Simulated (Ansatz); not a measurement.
# Calculations on Ru

**1. Scan**

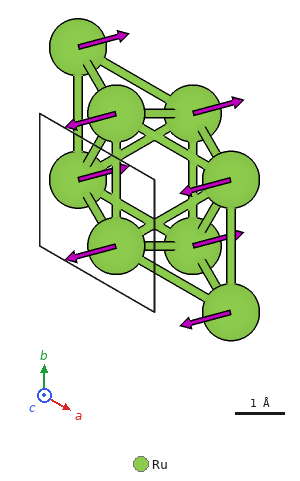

A scan of a crystal of Ru (P6_3/mmc): a normal mode at the zone centre (one arbitrary combination within a set of 2 degenerate modes) is frozen in with the cell fixed, the amplitude being the largest displacement of an atom. The picture shows the reference cell. The purple arrows give the direction of positive displacement. The picture is a ball-and-stick view of the cell of the calculation, repeated 2 × 2 × 1 with one cell outlined, seen along the c axis.

Computed with Ansatz, DFT PBE, scalar-relativistic, plane waves, PAW. Set-up: plane-wave cutoff 420 eV; k-point mesh 24 × 24 × 14; occupations gaussian; smearing width 0.15 eV; no spin polarisation. Energies (free energies at the smearing named) are counted from the relaxed crystal.

Input
```yaml
crystal:
  lattice:
    - [2.7200250909, 0.0, 0.0]
    - [-1.3600125454, 2.3556108276, 0.0]
    - [0.0, 0.0, 4.2967694965]
  atoms:
    - { symbol: Ru, position: [0.3333333333, 0.6666666667, 0.25] }
    - { symbol: Ru, position: [0.6666666667, 0.3333333333, 0.75] }
basis:
  ecutwfc: 420
kpoints:
  mp_grid: { grid: [24, 24, 14] }
hamiltonian:
  xc: pbe
scf:
  occupations: { method: gaussian, width: 0.15 }
output:
  forces: true
  stress: true
  eigenvalues: true
```

Run as
```bash
ansatz run input.yaml --threads 2 --pin off --max-ram 5120MiB --backend cpu --events-out ev --progress --plain --runs-dir out
```

### Give the energy at each point (the amplitude: −0.200, −0.150, −0.100, −0.050, 0.000, 0.050, 0.100, 0.150, 0.175, 0.200 Å).

```csv
largest displacement (Å),E − E(ref) (meV/cell)
−0.200,487
−0.150,286
−0.100,132
−0.050,34
0.000,0
0.050,35
0.100,139
0.150,312
0.175,421
0.200,540
```

The harmonic wavenumber of the mode is 192 cm⁻¹, a stable vibration. The lowest computed point lies at the amplitude 0.00 Å (0 meV/cell). At the ends of the scan the energy is 487 meV/cell (−0.20 Å) and 540 meV/cell (0.20 Å). The well is nearly symmetric. At the highest point the shortest interatomic distance is 2.52 Å, against 2.66 Å in the reference.

The computed profile:

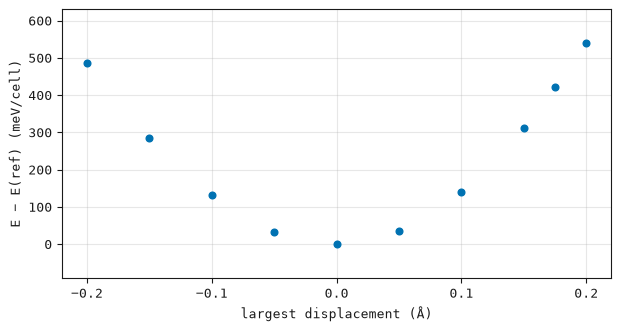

**2. Scan**

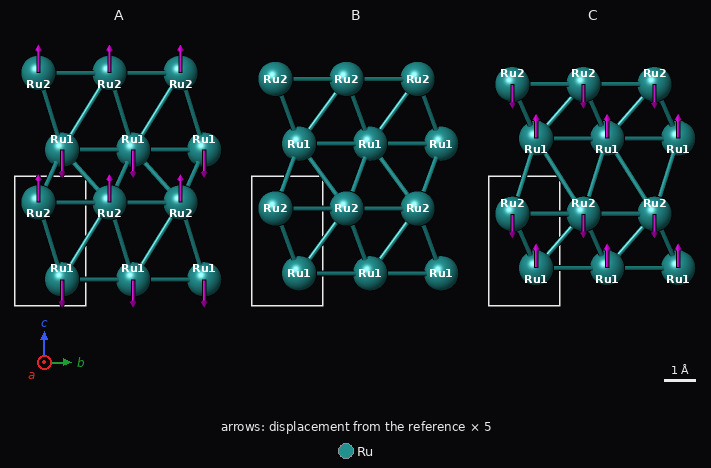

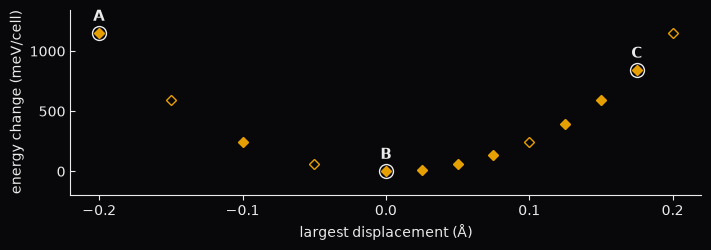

Energy scan for solid Ru (P6_3/mmc), in which a normal mode at the zone centre is frozen in with the cell fixed, the amplitude being the largest displacement of an atom. The lettered frames are marked on the plot. Hollow markers are points alike by symmetry, not computed again. The picture is a ball-and-stick view of the cell of the calculation, repeated 3 × 3 × 2 with one cell outlined, seen along the a axis. Purple arrows: displacements from the reference.

Computed with DFT PBE, scalar-relativistic, plane waves, PAW (Ansatz). Settings: plane-wave cutoff 420 eV; k-point mesh 24 × 24 × 14; occupations gaussian; smearing width 0.15 eV; no spin polarisation. Energies (free energies at the smearing named) are counted from the relaxed crystal.

**Read off the main features of the energy profile.**

The harmonic wavenumber of the mode is 251 cm⁻¹, a stable vibration. The lowest computed point lies at the amplitude 0.00 Å (0 meV/cell). The end points stand at 1149 meV/cell (−0.20 Å) and 1149 meV/cell (0.20 Å). The well is symmetric. At the highest point the shortest interatomic distance is 2.35 Å, against 2.66 Å in the reference. The distortion takes the space group from P6_3/mmc to P-3m1.

The computed points:

```tsv
largest displacement (Å)	energy change (meV/cell)
−0.200	1149
−0.150	593
−0.100	246
−0.050	59
0.000	0
0.025	15
0.050	59
0.075	135
0.100	246
0.125	397
0.150	593
0.175	841
0.200	1149
```

Points that are alike by symmetry were computed once.

**3. Energy map**

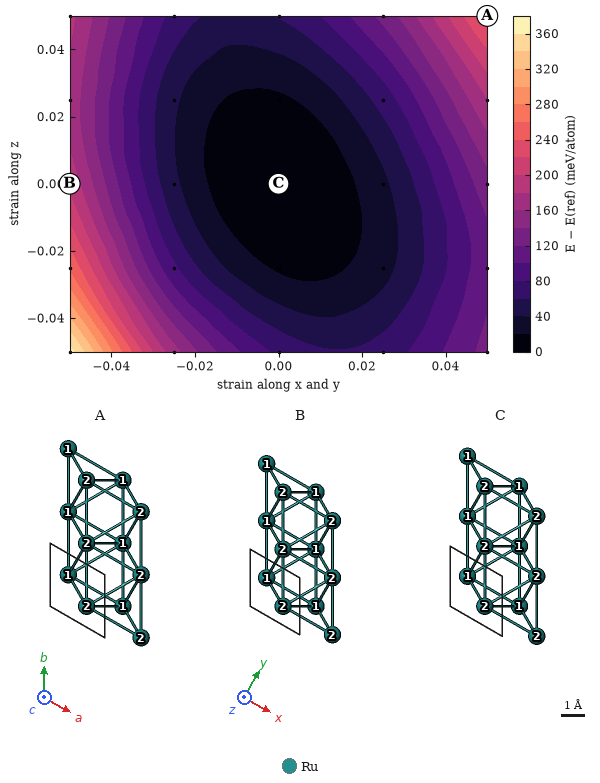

Crystalline Ru (P6_3/mmc): the cell is strained equally along x and y and separately along z, with the atoms kept at their fractional coordinates. x, y and z are the Cartesian axes of the input. The map is interpolated between the computed points (dots). The lettered frames are marked on it. The picture is a ball-and-stick view of the cell of the calculation, repeated 2 × 3 × 1 with one cell outlined, seen along the c axis.

These are results of DFT PBE, scalar-relativistic, plane waves, PAW (Ansatz), not measurements. Settings: plane-wave cutoff 420 eV; k-point mesh 24 × 24 × 14; occupations gaussian; smearing width 0.15 eV; no spin polarisation. Energies (free energies at the smearing named) are counted from the relaxed crystal.

**Where is the lowest point of the map, and what else does it tell?**

In pairs of (strain along x and y; strain along z): the lowest computed point lies at (0.000, 0.000) (0 meV/atom), the highest at (−0.050, −0.050) (368 meV/atom). The valley is tilted: raising the in-plane strain is made harder by raising the strain along z (cross term 0.35 of the geometric mean of the two curvatures). Over the ranges scanned the energy rises more along the first axis, the in-plane strain. The pressure runs from −31.8 GPa at (0.050, 0.050) to 69.5 GPa at (−0.050, −0.050). The frames lie at A (0.050, 0.050): 249 meV/atom, B (−0.050, 0.000): 194 meV/atom, C (0.000, 0.000): 0 meV/atom.

The computed points:

Rows: strain along x and y; columns: strain along z; values in meV/atom.

```tsv
	−0.050	−0.025	0.000	0.025	0.050
−0.050	368	257	194	173	186
−0.025	167	84	45	44	73
0.000	75	17	0	17	61
0.025	69	34	35	68	126
0.050	127	113	132	179	249
```

**4. One mode**

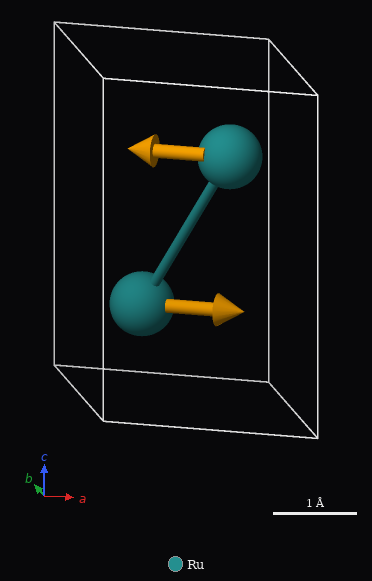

One vibrational mode of crystalline Ru at the zone centre. Displacements are drawn as orange arrows; their common scale and sign are arbitrary. A ball-and-stick model of the cell of the calculation, seen slightly off an axis.

The calculation used DFT PBE, scalar-relativistic, plane waves, PAW (Ansatz). Settings: plane-wave cutoff 420 eV; k-point mesh 24 × 24 × 14; occupations gaussian; smearing width 0.15 eV; no spin polarisation.

> Describe the mode and give its frequency.

This is the E₂g mode (doubly degenerate; one member of the set is drawn) at 192 cm⁻¹, the lowest optical level, Raman-active by symmetry. All motion is along a; atoms of one kind move against one another, with no net shift of their sublattice.
